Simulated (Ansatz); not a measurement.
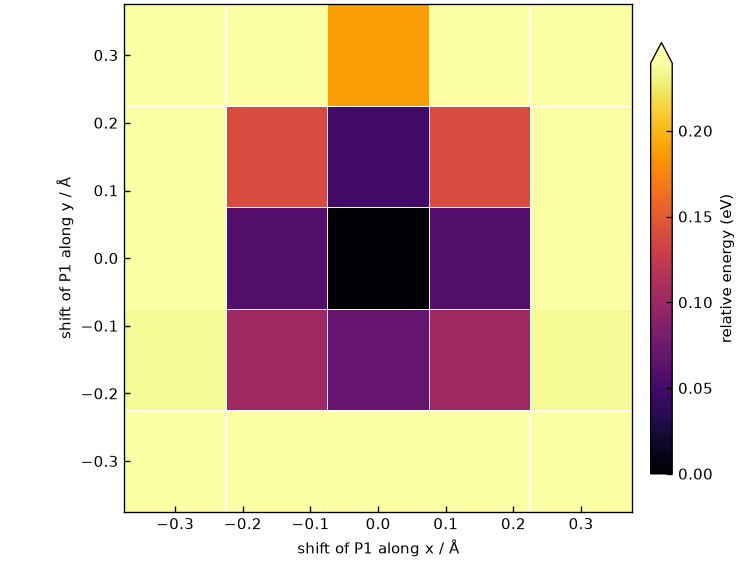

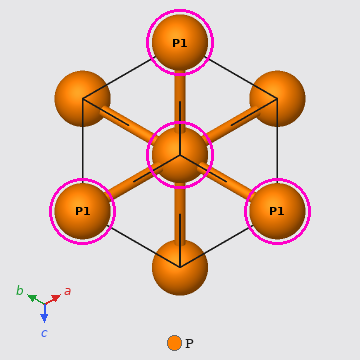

Energy landscape of P (R-3m, No. 166; 2 atoms in the cell). Atom P1 is moved over a plane while all other atoms and the cell stay fixed (its periodic images move with it) (x along [1 0 0], y along [1 2 0], z along [0 0 1] of the conventional cell). Coordinates scanned: (1) shift of P1 along x; (2) shift of P1 along y. The grid has 5 × 5 points; 15 points were computed and 10 follow by symmetry. Points are written as (first, second). Energies: eV per cell, counted from the lowest grid point. The reference cell is the one listed in the database, not relaxed at this level. The calculation used DFT PBEsol+D3(BJ), scalar-relativistic, plane waves, PAW (Ansatz). Settings: cutoff 420 eV, k-mesh 18×18×18, gaussian smearing 0.15 eV, no spin polarisation.

In the figure: one coloured cell a grid point, one colour for all values above the top of the scale. The second picture is the structure at the lowest point

Question: Describe this landscape.

Answer: The lowest grid point is at (0.00 Å, 0.00 Å). No other kind of well shows on this grid. The highest grid point, (−0.30 Å, 0.30 Å), lies 0.665 eV above the lowest. Near the minimum the well is nearly round, with a curvature of about 5 eV/Å².

The values on the grid:

```tsv
shift of P1 along y ↓, shift of P1 along x →	−0.30	−0.15	0.00	0.15	0.30
0.30	0.665	0.307	0.188	0.307	0.665
0.15	0.410	0.139	0.049	0.139	0.410
0.00	0.253	0.059	0.000	0.059	0.253
−0.15	0.235	0.103	0.068	0.103	0.235
−0.30	0.422	0.339	0.319	0.339	0.422
```
